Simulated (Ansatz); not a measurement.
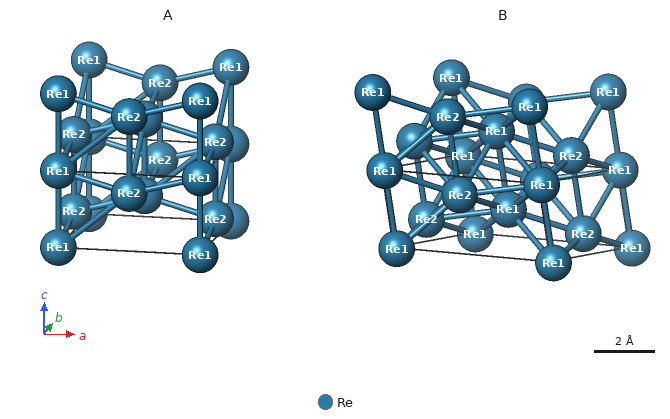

Two geometries of a crystal of Re (a generated structure, set up in I4_1/amd), drawn at one scale. One is the start of a relaxation, the other its converged end. A ball-and-stick model of the conventional cell (2 times the calculation's cell), repeated 1 × 1 × 2 with one cell outlined, seen slightly off an axis. Lengths and directions refer to the drawn axes.

Theory: DFT, RPBE, plane waves (420 eV) with PAW, scalar-relativistic in Ansatz 0.2.0. Set-up: plane-wave cutoff 420 eV; k-point mesh 13 × 13 × 9; occupations fermi dirac; smearing width 0.1 eV; no spin polarisation; cell and atoms relaxed; force threshold 0.01 eV/Å; at most 60 steps.

Which of the two is the end point?

Answer. Structure B is the relaxed one. Phase: beta-Sn type. The largest moves relative to the cell, 0.20 Å, are those of Re1 and Re2. Re2 goes along [−1 1 0]. The drawn cell changes as follows: a = b 4.837 → 5.291 Å (+9.4 %), c 2.641 → 2.786 Å (+5.5 %), α 90.0° → 105.3°, β 90.0° → 105.3°, γ 90.0° → 54.3°; the volume changes by −2.2 %. Near-neighbour distances that change, for instance: Re1–Re1 3.666 → 2.786 Å, Re1–Re2 3.126 → 2.764 Å, Re1–Re2 (another image) 2.507 → 2.765 Å, Re1–Re1 (another image) 2.641 → 2.786 Å. New bonds form: Re1–Re1 (3.67 → 2.79 Å), Re2–Re2 (3.67 → 2.79 Å). The space group (tolerance 0.01 Å) goes from I4_1/amd (No. 141) to P6_3/mmc (No. 194). Over 23 accepted moves (27 points after the start) the energy falls by 2.258 eV per cell of the calculation. Largest force component: 0.0098 eV/Å at the start, 0.00032 eV/Å at the end. The pressure goes from 26.27 to 0.00 GPa. The line search rejected the trial step at point 15 of the run. The SCF was repeated 3 times at an unchanged geometry on a basis and grid sized afresh for the cell, which shifted the energy by 0.305 eV per cell of the calculation at most.
